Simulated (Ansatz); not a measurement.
Run report: Mg$_{23}$O$_{24}$, single-point calculation (part 1 of 2)

The run: single-point calculation of Mg$_{23}$O$_{24}$ (defect cell, 47 atoms in the cell). Method and program: DFT PBE, scalar-relativistic, plane waves, PAW, spin-polarised (Ansatz 0.2.0).

The structure derives from a Materials Project entry.

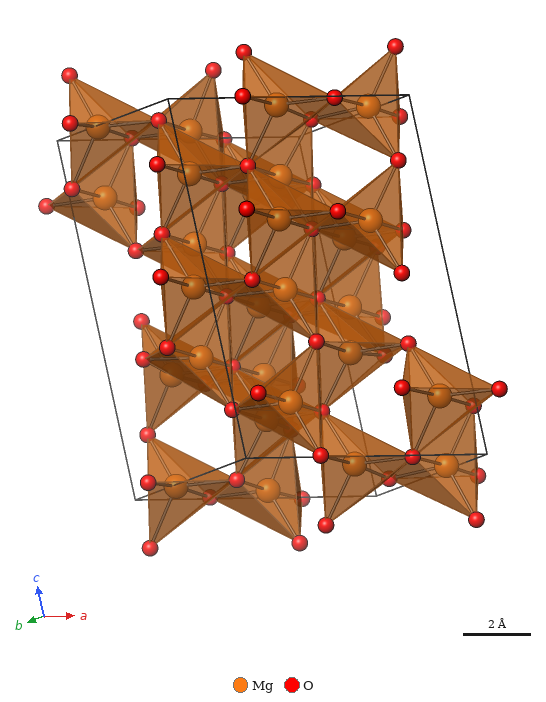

*The structure as given in the input (polyhedral view of the cell of the calculation, seen at an oblique angle; polyhedra are completed across the faces of the cell). An atom can appear more than once, as a periodic image.*

### The input
```yaml
crystal:
  lattice:
    - [5.229567, -3.019292, -4.178041]
    - [-5.229567, 3.019292, -4.178041]
    - [5.229567, 9.057875, 4.17804]
  atoms:
    - { symbol: Mg, position: [0.2949076334, 0.1227211579, 0.166752347] }
    - { symbol: Mg, position: [0.6244214543, 0.9624296555, 0.335917982] }
    - { symbol: Mg, position: [0.1289375183, 0.4530325344, 0.3311896882] }
    - { symbol: Mg, position: [0.457826825, 0.2913254697, 0.4982846122] }
    - { symbol: Mg, position: [0.9576781126, 0.7955947318, 0.5024755737] }
    - { symbol: Mg, position: [0.2897738191, 0.6266996815, 0.6656191219] }
    - { symbol: Mg, position: [0.7909257738, 0.1278240422, 0.667844328] }
    - { symbol: Mg, position: [0.1262740139, 0.959906522, 0.835167882] }
    - { symbol: Mg, position: [0.6217938201, 0.4599477539, 0.8309763022] }
    - { symbol: Mg, position: [0.964647668, 0.2886962832, 0.0024432079] }
    - { symbol: Mg, position: [0.4552750107, 0.7933140133, -0.0023608396] }
    - { symbol: Mg, position: [0.8694601358, 0.0261659057, 0.1667863277] }
    - { symbol: Mg, position: [0.3917351914, 0.5481371147, 0.1667992161] }
    - { symbol: Mg, position: [0.7169280273, 0.384837949, 0.3303459264] }
    - { symbol: Mg, position: [0.1964595419, 0.8642679371, 0.3304670617] }
    - { symbol: Mg, position: [0.5411602495, 0.709713409, 0.500337017] }
    - { symbol: Mg, position: [0.0414680093, 0.2100166058, 0.5003146692] }
    - { symbol: Mg, position: [0.3739180784, 0.0437475023, 0.6668014231] }
    - { symbol: Mg, position: [0.8739173461, 0.5436043291, 0.666689112] }
    - { symbol: Mg, position: [0.2075729338, 0.3761132663, 0.8331766064] }
    - { symbol: Mg, position: [0.7078917382, 0.8765927585, 0.8331650034] }
    - { symbol: Mg, position: [0.0330476195, 0.7008122571, 0.0030254264] }
    - { symbol: Mg, position: [0.5530329141, 0.2211233165, 0.0030633504] }
    - { symbol: O, position: [0.0498916046, 0.8798536333, 0.1667172599], spin: 0.23 }
    - { symbol: O, position: [0.5375114627, 0.3674119194, 0.1667160672], spin: 0.22 }
    - { symbol: O, position: [0.8766548885, 0.2074694203, 0.3330644892], spin: 0.03 }
    - { symbol: O, position: [0.3764983079, 0.7071760907, 0.3330180066], spin: 0.03 }
    - { symbol: O, position: [0.707388428, 0.5432944, 0.4997738148], spin: 0.01 }
    - { symbol: O, position: [0.2073560431, 0.0432625968, 0.4998571782], spin: 0.01 }
    - { symbol: O, position: [0.540486625, 0.8770915256, 0.6667350947] }
    - { symbol: O, position: [0.0406071382, 0.3770557066, 0.6667596803] }
    - { symbol: O, position: [0.3743882519, 0.2103141821, 0.8337156281], spin: 0.01 }
    - { symbol: O, position: [0.8742262783, 0.7101864287, 0.8336381329], spin: 0.01 }
    - { symbol: O, position: [0.2102425087, 0.5408948303, 0.0004744384], spin: 0.03 }
    - { symbol: O, position: [0.7103553329, 0.0413042381, 0.000449314], spin: 0.03 }
    - { symbol: O, position: [0.6120536095, 0.8056135448, 0.166767088], spin: 0.2 }
    - { symbol: O, position: [0.1295940066, 0.2878366571, 0.1667695958], spin: 0.06 }
    - { symbol: O, position: [0.4583771204, 0.1262380959, 0.3340433699], spin: 0.05 }
    - { symbol: O, position: [0.9744160527, 0.6245159925, 0.3479782344], spin: 0.21 }
    - { symbol: O, position: [0.2929316927, 0.458790793, 0.5008446276], spin: 0.01 }
    - { symbol: O, position: [0.7913113686, 0.9614978455, 0.5019888544] }
    - { symbol: O, position: [0.12473722, 0.794284386, 0.6682515994], spin: 0.01 }
    - { symbol: O, position: [0.6233482044, 0.2928782775, 0.6652874186], spin: 0.01 }
    - { symbol: O, position: [0.958743602, 0.1247813758, 0.8326989332], spin: 0.01 }
    - { symbol: O, position: [0.4561287535, 0.6264385271, 0.8315495296] }
    - { symbol: O, position: [0.7932031709, 0.4435961496, -0.0142557936], spin: 0.22 }
    - { symbol: O, position: [0.2910175845, 0.9588756898, -0.0006213004], spin: 0.05 }
magnetization:
  spin_polarized: true
basis:
  ecutwfc: 420
  fft_grid_basis: typed
kpoints:
  mp_grid: { grid: [2, 2, 2] }
hamiltonian:
  xc: pbe
  pseudopotentials: { kind: paw }
scf:
  occupations: { method: gaussian, width: 0.05 }
  n_extra_bands: 17
output:
  forces: true
  stress: false
  eigenvalues: true
  bader: false
  write_density: false
  volumetric_format: npy
  populations: true
  band_densities:
    - { e_range: [-0.25, 0.25] }
    - { e_range: [-1.2, 0.0] }
    - { e_range: [0.0, 1.2] }
  dos:
    e_range: [-30, 8]
    de: 0.02
    method: { smearing: { sigma: 0.03, scheme: gaussian } }
    projected: { site_lists: { Mg: [Mg], O: [O] } }
checkpoint:
  read: start.run
  write: ck
  compress: false
  write_wavefunctions: false
  write_every: 100000
```

Launch command:
```bash
ansatz run input.yaml --threads 4 --pin off --max-ram 10240MiB --backend cpu --events-out ev --progress --plain --runs-dir out
```

### What the program printed
```
Warning: the band count 204 (scf.n_extra_bands) hosts the net moment |M| = 1.4400 μB (N_el = 374) but caps the reachable moment at 2·n_bands − N_el = 34.0000 μB, below the 235 bands that the automatic rule leaves for it — a moment growing past the seed, or the majority channel's smearing tail, pins there with fewer empty majority states than that count leaves; raise or omit scf.n_extra_bands unless the cap is intended
Warning: checkpoint.read: spin seed differs: saved 179b9c93493c…, current 72fcf86a0f62…; the loaded state replaces the seed-built initial guess (but the starting_ns of a DFT+U solve that opens without the state's occupation matrices), so the run may converge into the producing seed's basin, or, where the symmetry group that follows from this deck's starting moments and starting_ns does not hold the saved magnetisation, lose that magnetisation at its first build. Where atoms have moved since the state was saved, this difference can also decide whether moments are moved with them. A self-consistent run of this deck without the state starts from its starting moments and, under a DFT+U term, its starting_ns
scf.n_extra_bands = 17 over 187 filled bands (N_el = 374.0): the run solves 204 bands
Engine: ansatz 0.2.0, aarch64-unknown-linux-gnu
Pseudopotentials: kind: paw
Pseudopotential: Mg, paw, valence charge 10, recommended cutoff 420 eV (normal), Mg.paw.azcp
Pseudopotential: O, paw, valence charge 6, recommended cutoff 420 eV (normal), O.paw.azcp
Functional definition: PBE
  parameter kappa = 0.804
  parameter beta = 0.06672455060314922
  exchange = pbe_x(kappa = kappa, mu = beta*pi^2/3)
  correlation = pbe_c(beta = beta)
Crystal: 47 atoms, lattice volume = 527.756 Å³
Basis set: ecut = 420 eV, 10319 PW (Γ), exchange–correlation on 100×100×160 points (8 copies of the dense FFT grid, shifted against one another)
Bands: 204, of which v1, the nominal top of the filled ones, is band 187 counted from 1 (186 counted from 0)
Symmetry: 1 space group operations
Space group: P1 (ITA 1), of the structure as read, at distance tolerance 8.1e-5 Å
Magnetic group: BNS 1.1 (UNI 1), of the structure as read, at distance tolerance 8.1e-5 Å
k-points: 8
Non-local potential: Mg, projectors of the file, l = 0: 3, l = 1: 2, l = 2: 1
Non-local potential: O, projectors of the file, l = 0: 2, l = 1: 2, l = 2: 1
PAW form: soft (Blöchl's): semilocal exchange-correlation on the pseudo side does not see the compensation charge
PAW one-centre angular grid: Mg, 110 points (default); XC on 64 Gauss nodes
PAW one-centre angular grid: O, 110 points (default); XC on 64 Gauss nodes
Initial density: read from a saved state, or passed on in memory by an earlier SCF of this step, an earlier step, the calling program or the single point that the run made first
Stability of the state it starts from, as read at its close in the collinear treatment: not read negative (Ritz values of 1 − χ₀K, real part plus size of imaginary part, from 0.69 to 0.92, by its mixing steps under no symmetry); its run was given moments
Starting moments: Σ|m| = 1.44 μB on 20 of 47 sites; this step starts from the density that it was given
Initial wavefunctions: pseudopotential atomic-orbital guess
Functional: x = pbe(κ = 0.804, μ = 0.2195149727645171), c = pbe(β = 0.06672455060314922)
iter 1 solved again at ethr=4.21e-9 eV; its pass at ethr=3.10e-3 eV (dr2=1.58e-5 eV) is discarded
SCF iter   1: F=—  HF=-57925.279663 eV  |F-HF|=—  |Δ(HF+E_count)|=         —  Δρ=4.95e-7 (↑2.44e-7 ↓4.95e-7)  dr2=6.50e-9  dr2_m=2.00e-10  M=1.656 μB ∫|m|=1.781 μB  β_m=0.30  ethr=4.21e-9  ⟨swp⟩=4.3  Hψ=25596  notcnv=0
preconditioner: auto → Kerker (q_TF=auto, 2.576 Å⁻¹)  [metal: Δε(μ)=0.025 eV  Ē_g=12.167 eV  σ=0.050 eV  W_gap=0.28  n_scr=150 (ndim 8)  ℏωp=22.3 eV  f_vac=0.072  D(μ)=17.95/eV (n_scr^D=130)]
spin=Collinear: Kerker preconditioning applied to the charge; magnetization (m = ρ↑ − ρ↓) channel mixes plain (no charge-response kernel on spin).
SCF iter   2: F=-57925.279661 eV  HF=-57925.279661 eV  |F-HF|=2.55e-9  |Δ(HF+E_count)|=   2.11e-6  Δρ=3.10e-7 (↑1.81e-7 ↓3.10e-7)  dr2=4.55e-9  dr2_m=7.89e-11  M=1.656 μB ∫|m|=1.781 μB  ethr=1.74e-12  ⟨swp⟩=7.5  Hψ=11567  notcnv=0
SCF 1 converged in 2 iterations: F = -57925.279661 eV  dr2 = 4.55e-9
  greatest PAW one-centre occupation: 1.000 electrons in one spin orbital (limit 2), on the Mg atom at site 0 (counted from 0), in its partial waves of l = 0
NSCF: frozen V_eff on 8 k-points
SCF converged after 2 iterations
Magnetization: 1.6563 μB (187.8281 up, 186.1719 down)
Absolute magnetization: 1.7808 μB (∫|ρ↑−ρ↓|, with the PAW one-centre terms)
Spin contamination: 0.0232 ħ² per cell (⟨S²⟩ above its minimum at these occupations)
Per-site moments (μB) at R_I (Å): [(0.0033750385479631695, 0.8230712334997718), (0.00025953440031641604, 0.8136620104026179), (0.00023953534636142644, 0.8152748541464598), (0.0001568430749090647, 0.8199670589385848), (9.994296672070971e-5, 0.8143557398694341), (2.4908146822859764e-5, 0.8274926869800912), (2.5164130816502882e-5, 0.8273325873691766), (0.00015755163954929923, 0.8200253878128232), (9.88667716400083e-5, 0.8152319735181618), (0.00024487951113275774, 0.8160828248671408), (0.00025162535221339105, 0.8136070922694603), (-0.0007199750482370924, 0.8160212348521304), (-0.0007168837118510367, 0.8155045551097216), (-0.0009164253607038004, 0.8151545600891489), (-0.0009306991665487618, 0.8157503493883616), (2.9316763445212527e-5, 0.8271616503173808), (2.9227786309163722e-5, 0.8270744585509509), (-5.3220198413136095e-5, 0.8300342959927394), (-5.409557899073188e-5, 0.8300689126932431), (2.9555771749065682e-5, 0.8270665436823661), (2.825209113199755e-5, 0.8271809471997487), (-0.0009369061671388662, 0.815519837908485), (-0.0009235967550847334, 0.814978117651499), (0.2269789982107309, 0.815519837908485), (0.2226021015386027, 0.814978117651499), (0.026657587133547253, 0.8270744585509509), (0.0271293175612984, 0.8271616503173808), (0.011356485312682933, 0.828599962269996), (0.01128094862223944, 0.8285859859091834), (0.002865652008927192, 0.8300342959927394), (0.0028644664422811023, 0.8300689126932431), (0.011229258549458727, 0.8285181578501765), (0.01154682896101399, 0.8288325517043187), (0.027141751130543054, 0.8270665436823661), (0.026968502921709107, 0.8271809471997487), (0.20227121134958204, 0.8136070922694603), (0.059197032416657865, 0.8204954363986559), (0.05436505298134697, 0.8199670589385848), (0.21296420246116224, 0.8143557398694341), (0.011964701888186205, 0.8279555985981198), (0.004861745597183849, 0.8273325873691766), (0.0074902570926099294, 0.8280455837221327), (0.007560753397641077, 0.8282267012757405), (0.012016057104746502, 0.8280621222961103), (0.0049411716955884595, 0.8273760558205329), (0.21766052882262413, 0.8152319735181618), (0.053898113628987845, 0.8200253878128232)]
Free energy (F): -57925.279661 eV
Harris-Foulkes:  -57925.279661 eV  (|F-HF|=2.55e-9)
Internal energy: -57925.257218 eV  (E = F + TS)
E sigma→0 (E₀):  -57925.268440 eV
Entropy (-TS):   -0.022442 eV (-0.477 meV/atom)
Fermi energy:    5.603349 eV
--- Per-component energies (eV) ---
  E_band       = -7573.632743
  E_kinetic    = 6038.022309
  E_local      = -43400.050800  (includes V_loc(G=0)·N_el)
  E_nonlocal   = 3337.813185
  E_hartree    = 15548.860682
  E_xc         = -2483.403925
  E_vxc        = -3180.308948  (∫ρ·V_xc dr)
  E_paw        = -10506.033502  (= ΣΔE_a)
  E_vpaw       = -1466.892395  (= ΣTr[D̂ρ^β])
  E_aug_tail   = 0.059526  (compensation charges beyond the density's cutoff)
  E_ewald      = -26460.524693
  E_smearing   = -0.022442  (= −TS)
  E_closure    = 0.000000  (closes the sum)
  Σ components = -57925.279661   (vs F -57925.279661, Δ=0.00e0)
--- Forces (eV/Å), atoms counted from 1 ---
  atom   1  Mg     0.00159451    -0.00237439     0.00492481
  atom   2  Mg    -0.00333014    -0.00277855     0.00384061
  atom   3  Mg    -0.00054502    -0.00173424    -0.00403572
  atom   4  Mg     0.00119998     0.00174957     0.00165838
  atom   5  Mg    -0.00143087    -0.00917738    -0.00205654
  atom   6  Mg     0.00398158     0.00210530    -0.00167432
  atom   7  Mg     0.00074869     0.00000705     0.00223339
  atom   8  Mg     0.00118784    -0.00294907     0.01282024
  atom   9  Mg     0.02108618     0.01140271    -0.01335313
  atom  10  Mg    -0.01345014     0.00309197     0.00024780
  atom  11  Mg     0.00249685    -0.00080181     0.00046945
  atom  12  Mg     0.00467525    -0.00847579     0.00426046
  atom  13  Mg    -0.00187836    -0.00278024    -0.00165319
  atom  14  Mg    -0.00111263     0.00177479    -0.00571681
  atom  15  Mg    -0.00737009    -0.00431731     0.00013158
  atom  16  Mg    -0.00028633     0.00126699    -0.00016618
  atom  17  Mg     0.00351922     0.00267890     0.00012650
  atom  18  Mg     0.00280820    -0.00930410     0.00038979
  atom  19  Mg     0.00108197     0.00857360    -0.00146151
  atom  20  Mg    -0.00631948     0.00390733    -0.00382399
  atom  21  Mg     0.00435428    -0.00240287     0.00479303
  atom  22  Mg    -0.00738062     0.00290895     0.01378461
  atom  23  Mg     0.01015432    -0.00073094    -0.01484181
  atom  24  O      0.00098268     0.00484853    -0.00118303
  atom  25  O     -0.00005616     0.00241632    -0.00346211
  atom  26  O      0.00045215     0.00233327    -0.00029394
  atom  27  O      0.00129290     0.00281558     0.00229947
  atom  28  O      0.00207678     0.00021602     0.00101383
  atom  29  O     -0.00026037     0.00264765    -0.00071150
  atom  30  O     -0.00067391    -0.00032905    -0.00221198
  atom  31  O     -0.00253750    -0.00101853     0.00190615
  atom  32  O     -0.00538636    -0.00231300     0.00142825
  atom  33  O     -0.00303217    -0.00213152    -0.00086763
  atom  34  O      0.00055564     0.00114740     0.00318011
  atom  35  O      0.00033444     0.00150853     0.00191288
  atom  36  O     -0.00082513     0.00056281    -0.00174405
  atom  37  O      0.00395415     0.00286592    -0.00130535
  atom  38  O      0.00467429     0.00337677    -0.00458448
  atom  39  O     -0.00406199     0.00643779     0.00547036
  atom  40  O     -0.00342878    -0.00090990     0.00123775
  atom  41  O      0.00257582    -0.00155538    -0.00186384
  atom  42  O     -0.00491862    -0.00394567    -0.00440342
  atom  43  O      0.00029939     0.00394391     0.00394360
  atom  44  O      0.00194251    -0.00048087    -0.00460799
  atom  45  O      0.00129580    -0.00412365     0.00666197
  atom  46  O     -0.00891031    -0.01007279     0.00548682
  atom  47  O     -0.00214096     0.00013033    -0.00820115
  max |Σ_I F_I| component: 1.09e-5 eV/Å
--- Band table (eV; the first three rows and the last of 16) ---
```
